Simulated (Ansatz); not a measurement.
**Geometry relaxation of C (part 1 of 2)**

- system: C (P6₃/mmc, 4 atoms in the cell)
- method: DFT PBEsol, scalar-relativistic, plane waves, PAW, no spin polarisation (Ansatz 0.2.0)

The structure was built on a prototype by a generator; it need not be a known phase. Figures and captions count atoms from 1; the log counts them from 0 in places.

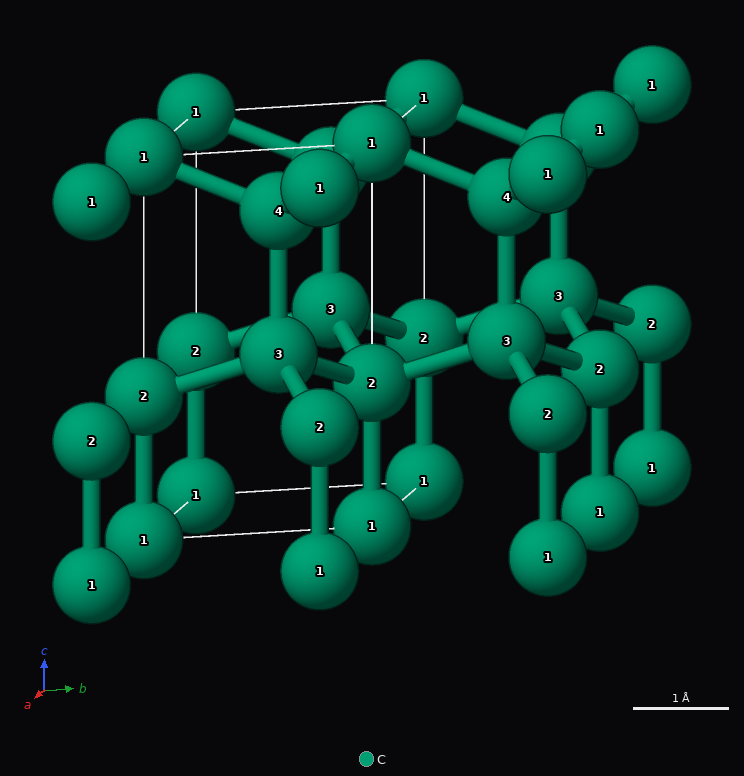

Figure 1. The input geometry (ball-and-stick view of the cell of the calculation, repeated 2 × 2 × 1, seen slightly off an axis; atoms are numbered from 1 in the order of the input). Near neighbours in the crystal (not all of them lie inside the picture): C has 4 C at 1.54 Å.

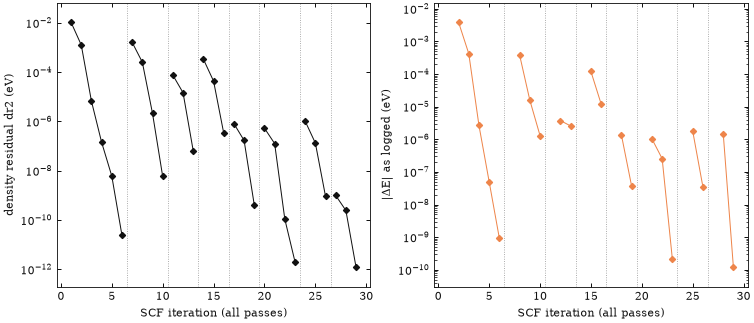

Figure 2. Convergence of the self-consistent field: density residual dr2 and size of the energy change against the SCF iteration. The dotted lines part the SCF passes of the relaxation: geometry steps, rejected trials and re-solves on a re-selected basis. The 8 passes take 3 to 6 iterations each, 29 in all.

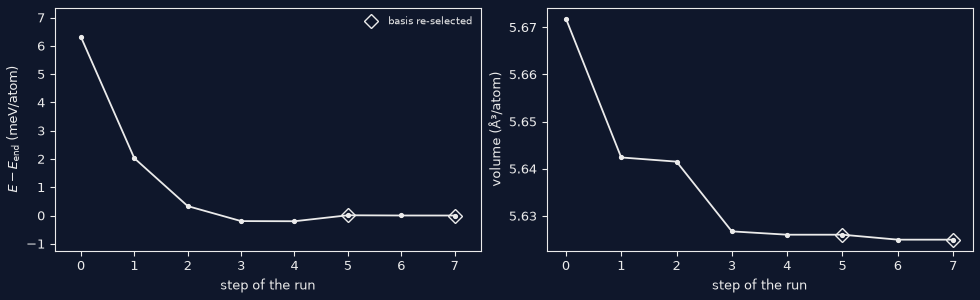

Figure 3. Progress of the relaxation, step by step (the first geometry is step 0 here and step 1 in the log).

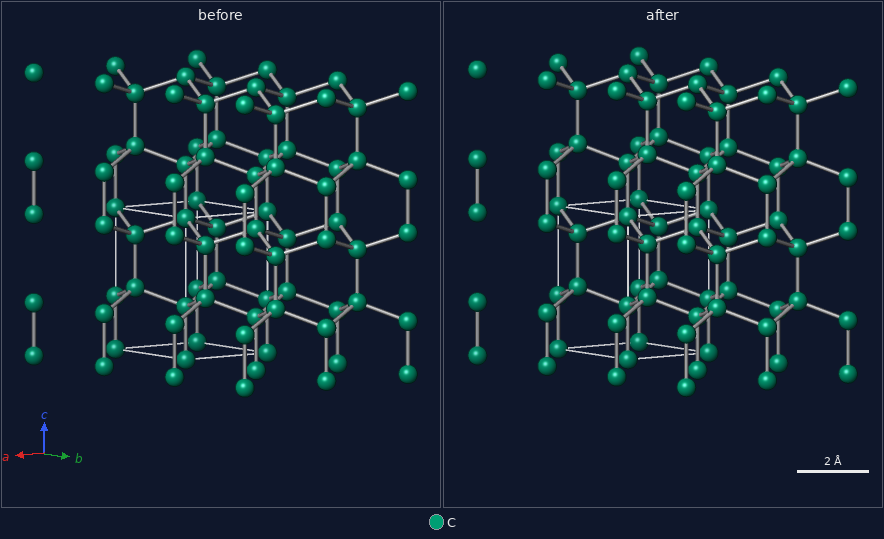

Figure 4. Before (left) and after (right) the relaxation, at one scale (ball-and-stick view of the cell of the calculation, repeated 2 × 3 × 2, seen at an oblique angle). Over 5 geometry steps the energy falls by 6.3 meV per atom. The largest force component goes from 0.039 to 0.00015 eV/Å. Pressure: −3.34 GPa at the start and 0.01 GPa at the end. 1 further SCF at an unchanged geometry re-selected the plane-wave basis for the new cell. The atoms keep their places relative to the cell (all moves are under 0.005 Å). Cell: a = b 2.522 → 2.499 Å (−0.9 %), c 4.119 → 4.161 Å (+1.0 %). Volume −0.8 %. Distances before and after: C1–C2 1.544 → 1.558 Å, C1–C4 1.544 → 1.534 Å. The space group stays P6_3/mmc (No. 194). The energy change given includes the shifts at the re-selections in mid-walk, which come without any move. A last SCF at the same geometry on a re-selected plane-wave basis shifts the energy by next to nothing (0.0 meV per atom). (Atoms are counted from 1 in the order of the input.)

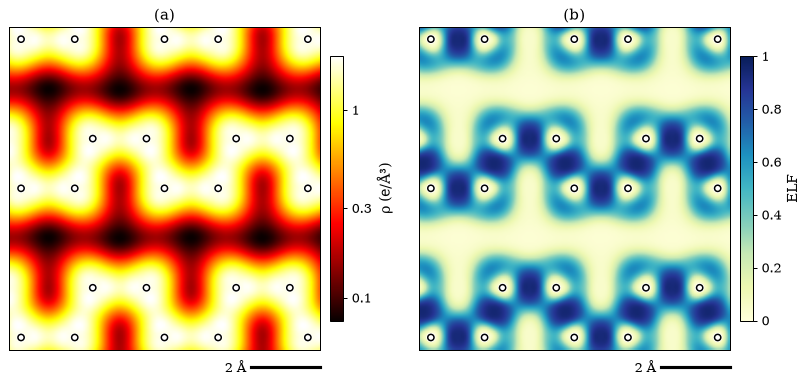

Figure 5. (a) valence electron density; (b) electron localisation function on the (110) plane of the conventional cell. Circles mark the nuclei in the plane (C). The section cuts through C sites. C–C (1.53 Å): ρ at the midpoint is about 1.6 e/Å³; the ELF peaks at about 0.95 between the atoms, as expected for localised, shared-pair bonding. Away from the nuclei the density in this plane falls to 0.08 e/Å³ at its lowest. Core electrons are frozen (PAW), so the fields are smoothed inside the atomic spheres.

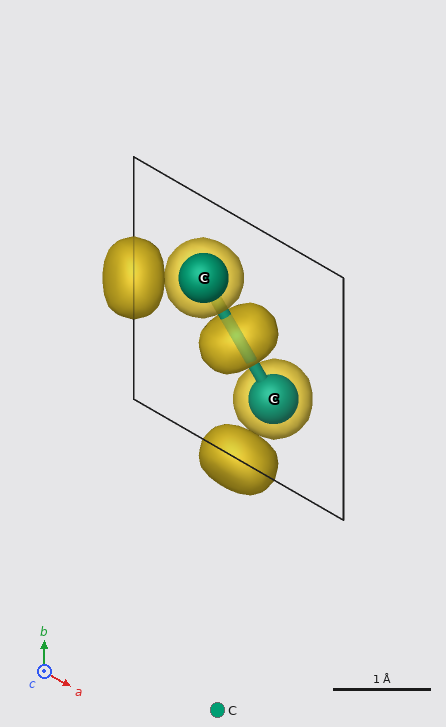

Figure 6. Isosurface of the electron localisation function at 0.8 (yellow), seen along the c axis. Core shells and regions of very low density are left out. Sticks mark near contacts. The outline is the cell set on symmetry axes. The ELF exceeds this value in eight regions between bonded C–C atoms (shared pairs), counted in one cell of 4 atoms. Along the contacts the grid gives the following. C–C (1.53 Å): the ELF peaks at about 0.95 between the atoms (a covalent bond).

The input and output of the run follow.

Input file:
```yaml
crystal:
  lattice:
    - [2.522066, 0.0, 0.0]
    - [-1.261033, 2.184173, 0.0]
    - [0.0, 0.0, 4.118517]
  atoms:
    - { symbol: C, position: [0.0, 0.0, 0.0] }
    - { symbol: C, position: [0.0, 0.0, 0.375] }
    - { symbol: C, position: [0.33333333, 0.66666667, 0.5] }
    - { symbol: C, position: [0.33333333, 0.66666667, 0.875] }
basis:
  ecutwfc: 420
kpoints:
  mp_grid: { grid: [12, 12, 6] }
hamiltonian:
  xc: pbesol
scf:
  occupations: { method: gaussian, width: 0.02 }
output:
  forces: true
  stress: true
  eigenvalues: true
  write_density: true
  write_potential: true
  elf: true
  volumetric_format: npy
relax:
  adjacent_minimum: "off"
  f_tol: 0.005
  max_steps: 80
  cell: { stress_tol: 0.05 }
```

Run as:
```bash
ansatz run input.yaml --threads 1 --pin off --max-ram 2560MiB --backend cpu --events-out ev --progress --plain --runs-dir out
```

What the program printed:
```
Engine: ansatz 0.2.0, x86_64-unknown-linux-gnu
Pseudopotentials: kind: paw
Pseudopotential: C, paw, valence charge 4, recommended cutoff 420 eV (normal), C.paw.azcp
Functional definition: PBEsol
  exchange = pbesol_x
  correlation = pbesol_c
Crystal: 4 atoms, lattice volume = 22.687 Å³
Basis set: ecut = 420 eV, 451 PW (Γ), exchange–correlation on 36×36×60 points (8 copies of the dense FFT grid, shifted against one another)
Bands: 12, of which v1, the nominal top of the filled ones, is band 8 counted from 1 (7 counted from 0)
Symmetry: 24 space group operations
Space group: P63/mmc (ITA 194), of the structure as read, at distance tolerance 2.8e-5 Å
k-points: 76 of 864
Non-local potential: C, projectors of the file, l = 0: 2, l = 1: 2, l = 2: 1
PAW form: soft (Blöchl's): semilocal exchange-correlation on the pseudo side does not see the compensation charge
PAW frozen core: C, regenerated for the run's functional, and the local potential with it (the file was generated under x = pbe(κ = 0.804, μ = 0.2195149727645171), c = pbe(β = 0.06672455060314922))
PAW one-centre angular grid: C, 110 points (default); XC on 64 Gauss nodes
Initial density: superposition of atomic densities (neutral atoms: chi_scale 0, normalization atom), corrected by the library's trained network
Initial wavefunctions: pseudopotential atomic-orbital guess
Functional: x = pbesol(κ = 0.804, μ = 0.12345679012345678), c = pbesol(β = 0.046)
SCF iter   1: F=—  HF=-986.555802 eV  |F-HF|=—  |Δ(HF+E_count)|=         —  Δρ=7.98e-3  dr2=1.04e-2  ethr=1.77e-3  ⟨swp⟩=5.8  Hψ=5143  notcnv=0
preconditioner: auto → none  [insulator: Δε(μ)=3.109 eV  Ē_g=16.860 eV  σ=0.020 eV  W_gap=1.00  n_scr=2 (ndim 8)  ℏωp=31.2 eV  f_vac=0.000  D(μ)=0.00/eV (n_scr^D=0)  ε∞_Penn≈4.4]
SCF iter   2: F=—  HF=-986.551972 eV  |F-HF|=—  |Δ(HF+E_count)|=   3.83e-3  Δρ=2.89e-3  dr2=1.26e-3  ethr=6.52e-5  ⟨swp⟩=2.9  Hψ=2295  notcnv=0
SCF iter   3: F=—  HF=-986.551552 eV  |F-HF|=—  |Δ(HF+E_count)|=   4.20e-4  Δρ=3.28e-4  dr2=6.63e-6  ethr=7.88e-6  ⟨swp⟩=2.6  Hψ=1744  notcnv=0
SCF iter   4: F=—  HF=-986.551550 eV  |F-HF|=—  |Δ(HF+E_count)|=   2.66e-6  Δρ=3.38e-5  dr2=1.42e-7  ethr=4.15e-8  ⟨swp⟩=1.5  Hψ=1043  notcnv=0
iter 5 did not close the SCF: its close was put off for the readings that it lacked (scf_convergence_deferred on its scf_iter line)
SCF iter   5: F=-986.551550 eV  HF=-986.551550 eV  |F-HF|=1.49e-9  |Δ(HF+E_count)|=   5.07e-8  Δρ=9.04e-6  dr2=6.05e-9  ethr=8.87e-10  ⟨swp⟩=2.7  Hψ=1571  notcnv=0
SCF iter   6: F=-986.551550 eV  HF=-986.551550 eV  |F-HF|=1.18e-11  |Δ(HF+E_count)|=  9.42e-10  Δρ=6.43e-7  dr2=2.38e-11  ethr=3.78e-11  ⟨swp⟩=4.5  Hψ=4576  notcnv=0
SCF 1 converged in 6 iterations: F = -986.551550 eV  dr2 = 2.38e-11
  greatest PAW one-centre occupation: 0.643 electrons in one spin orbital (limit 2), on the C atom at site 3 (counted from 0), in its partial waves of l = 0
relax step   1: F+E_penalty+E_count = -986.55154971 eV  Δ(F+E_penalty+E_count) = +0.000e0 eV  max|allowed force component| = 3.856e-2 eV/Å  Δτ_max = 0.0000 Å  P = -3.338 GPa  Ω = 22.687 Å³  (6 SCF iters, accepted)
Crystal: 4 atoms, lattice volume = 22.570 Å³
Basis set: ecut = 420 eV, 415 PW (Γ), exchange–correlation on 36×36×60 points (8 copies of the dense FFT grid, shifted against one another)
Initial density: handed on by an earlier stage of this run
Initial wavefunctions: those handed on with the density
iter 1 solved again at ethr=1.02e-5 eV; its pass at ethr=3.10e-3 eV (dr2=1.63e-3 eV) is discarded
SCF iter   1: F=—  HF=-986.569088 eV  |F-HF|=—  |Δ(HF+E_count)|=         —  Δρ=4.42e-3  dr2=1.61e-3  ethr=1.02e-5  ⟨swp⟩=2.0  Hψ=7538  notcnv=0
preconditioner: auto → none  [insulator: Δε(μ)=2.809 eV  Ē_g=16.937 eV  σ=0.020 eV  W_gap=1.00  n_scr=2 (ndim 8)  ℏωp=31.3 eV  f_vac=0.000  D(μ)=0.00/eV (n_scr^D=0)  ε∞_Penn≈4.4]
SCF iter   2: F=—  HF=-986.568713 eV  |F-HF|=—  |Δ(HF+E_count)|=   3.75e-4  Δρ=2.00e-3  dr2=2.52e-4  ethr=1.01e-5  ⟨swp⟩=2.0  Hψ=1420  notcnv=0
SCF iter   3: F=—  HF=-986.568697 eV  |F-HF|=—  |Δ(HF+E_count)|=   1.57e-5  Δρ=2.28e-4  dr2=2.11e-6  ethr=1.57e-6  ⟨swp⟩=2.5  Hψ=1531  notcnv=0
SCF iter   4: F=-986.568698 eV  HF=-986.568698 eV  |F-HF|=2.25e-9  |Δ(HF+E_count)|=   1.30e-6  Δρ=8.83e-6  dr2=5.89e-9  ethr=2.50e-9  ⟨swp⟩=9.4  Hψ=6384  notcnv=0
SCF 2 converged in 4 iterations: F = -986.568698 eV  dr2 = 5.89e-9
relax step   2: F+E_penalty+E_count = -986.56869845 eV  Δ(F+E_penalty+E_count) = -1.715e-2 eV  max|allowed force component| = 4.706e-1 eV/Å  Δτ_max = 0.0077 Å  P = -1.582 GPa  Ω = 22.570 Å³  energy of the carried Pulay correction = +7.763e-4 eV  (4 SCF iters, dr2 threshold 4.00e-7 eV, accepted)
Crystal: 4 atoms, lattice volume = 22.566 Å³
Basis set: ecut = 420 eV, 427 PW (Γ), exchange–correlation on 36×36×60 points (8 copies of the dense FFT grid, shifted against one another)
iter 1 solved again at ethr=3.59e-7 eV; its pass at ethr=3.10e-3 eV (dr2=5.74e-5 eV) is discarded
SCF iter   1: F=—  HF=-986.575472 eV  |F-HF|=—  |Δ(HF+E_count)|=         —  Δρ=1.18e-3  dr2=7.49e-5  ethr=3.59e-7  ⟨swp⟩=2.3  Hψ=7244  notcnv=0
preconditioner: auto → none  [insulator: Δε(μ)=2.944 eV  Ē_g=16.937 eV  σ=0.020 eV  W_gap=1.00  n_scr=2 (ndim 8)  ℏωp=31.3 eV  f_vac=0.000  D(μ)=0.00/eV (n_scr^D=0)  ε∞_Penn≈4.4]
SCF iter   2: F=—  HF=-986.575468 eV  |F-HF|=—  |Δ(HF+E_count)|=   3.74e-6  Δρ=5.67e-4  dr2=1.46e-5  ethr=3.59e-7  ⟨swp⟩=1.8  Hψ=1315  notcnv=0
SCF iter   3: F=-986.575471 eV  HF=-986.575470 eV  |F-HF|=4.54e-8  |Δ(HF+E_count)|=   2.57e-6  Δρ=4.00e-5  dr2=6.43e-8  ethr=2.50e-9  ⟨swp⟩=6.8  Hψ=5684  notcnv=0
SCF 3 converged in 3 iterations: F = -986.575471 eV  dr2 = 6.43e-8
relax step   3: F+E_penalty+E_count = -986.57547054 eV  Δ(F+E_penalty+E_count) = -6.772e-3 eV  max|allowed force component| = 2.186e-1 eV/Å  Δτ_max = 0.0036 Å  P = -1.330 GPa  Ω = 22.566 Å³  energy of the carried Pulay correction = +7.998e-4 eV  (3 SCF iters, dr2 threshold 4.00e-7 eV, accepted)
Crystal: 4 atoms, lattice volume = 22.507 Å³
iter 1 solved again at ethr=2.04e-6 eV; its pass at ethr=3.10e-3 eV (dr2=3.27e-4 eV) is discarded
SCF iter   1: F=—  HF=-986.577724 eV  |F-HF|=—  |Δ(HF+E_count)|=         —  Δρ=1.61e-3  dr2=3.34e-4  ethr=2.04e-6  ⟨swp⟩=2.2  Hψ=6644  notcnv=0
preconditioner: auto → none  [insulator: Δε(μ)=3.069 eV  Ē_g=16.967 eV  σ=0.020 eV  W_gap=1.00  n_scr=2 (ndim 8)  ℏωp=31.3 eV  f_vac=0.000  D(μ)=0.00/eV (n_scr^D=0)  ε∞_Penn≈4.4]
SCF iter   2: F=—  HF=-986.577604 eV  |F-HF|=—  |Δ(HF+E_count)|=   1.20e-4  Δρ=6.33e-4  dr2=4.30e-5  ethr=2.04e-6  ⟨swp⟩=2.0  Hψ=1443  notcnv=0
SCF iter   3: F=-986.577592 eV  HF=-986.577592 eV  |F-HF|=8.82e-8  |Δ(HF+E_count)|=   1.22e-5  Δρ=6.94e-5  dr2=3.29e-7  ethr=2.50e-9  ⟨swp⟩=7.9  Hψ=7061  notcnv=0
SCF 4 converged in 3 iterations: F = -986.577592 eV  dr2 = 3.29e-7
  greatest PAW one-centre occupation: 0.644 electrons in one spin orbital (limit 2), on the C atom at site 3 (counted from 0), in its partial waves of l = 0
relax step   4: F+E_penalty+E_count = -986.57759201 eV  Δ(F+E_penalty+E_count) = -2.121e-3 eV  max|allowed force component| = 6.205e-3 eV/Å  Δτ_max = 0.0028 Å  P = -0.067 GPa  Ω = 22.507 Å³  energy of the carried Pulay correction = +1.191e-3 eV  (3 SCF iters, dr2 threshold 4.00e-7 eV, accepted)
```
